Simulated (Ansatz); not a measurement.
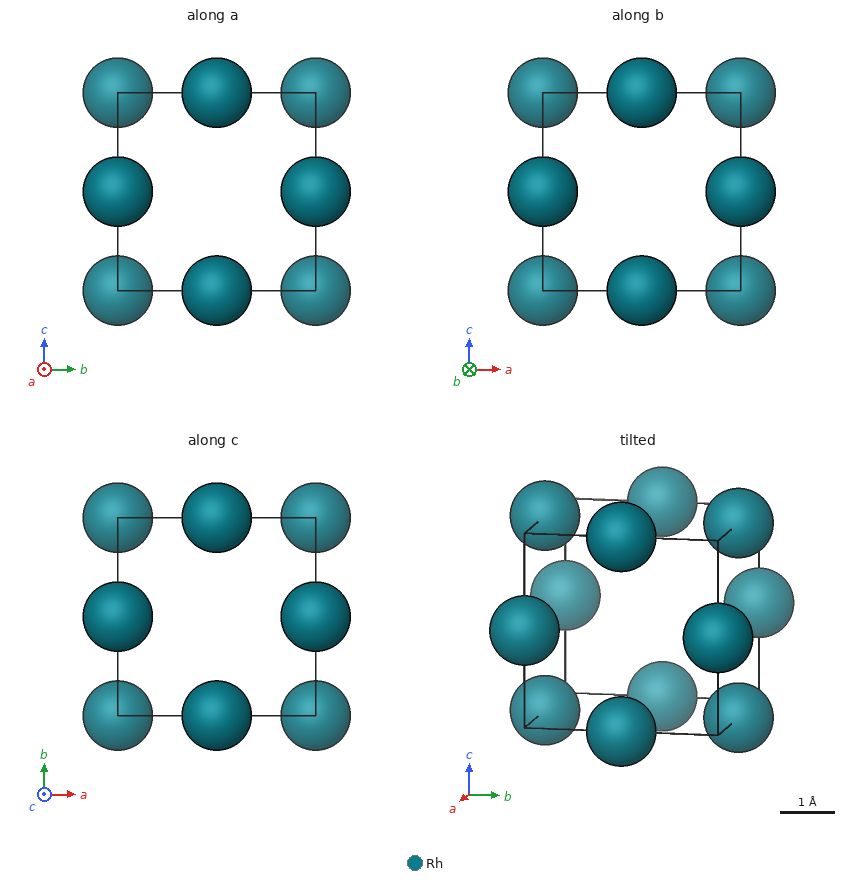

A spheres-only picture of a crystal structure, seen along the a axis, along the b axis, along the c axis and slightly off an axis. The parallelepiped is the conventional unit cell.

Lattice parameters: a = 3.689 Å, b = 3.689 Å, c = 3.689 Å, α = 90.00°, β = 90.00°, γ = 90.00°. Put a along x and b in the xy plane.

Q: Reconstruct the structure as a POSCAR file.

A:
```
Rh
1.0
     3.689    0.000    0.000
     0.000    3.689    0.000
     0.000    0.000    3.689
Rh
3
Direct
  0.5000 0.0000 0.0000
  0.0000 0.5000 0.0000
  0.0000 0.0000 0.5000
```

It derives from a random cell made by a generator, so it need not be a real form of the element. Earlier steps of the study, as a rule a relaxation of our own, may have changed the cell and positions, so they can lie some per cent off the listed ones. It was the input of a calculation with Ansatz.
